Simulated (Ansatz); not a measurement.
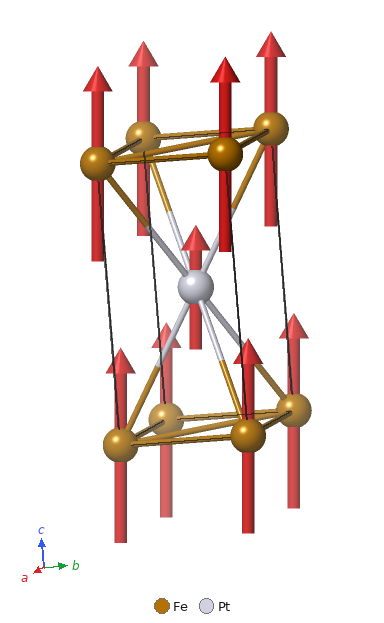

A ball-and-stick rendering, viewed slightly off an axis. Thin lines show the cell (the run's own, in a reduced setting), with boundary atoms drawn in all their periodic places. Arrows are the site magnetic moments above 0.25 μB; longer means larger, and red and blue are up and down (without spin-orbit coupling the axis itself is arbitrary).

This is the state reached for FePt. Calculation details: DFT PBE, scalar-relativistic, plane waves, PAW (Ansatz 0.2.0); 420 eV cutoff, k-points about 0.11 Å⁻¹ apart, Gaussian smearing of 0.1 eV, collinear spins.

### Characterise the magnetic order.

Ferromagnetic (within this cell). Site moments: 1 Fe +2.9 μB and 1 Pt +0.3 μB. The net spin moment of the whole cell is 3.2 μB.

The cell started as a textbook structure type filled with these elements (whether it is the usual form wasn't checked). A relaxation with DFT PBE, scalar-relativistic, plane waves, PAW in Ansatz 0.2.0 gave the geometry drawn.
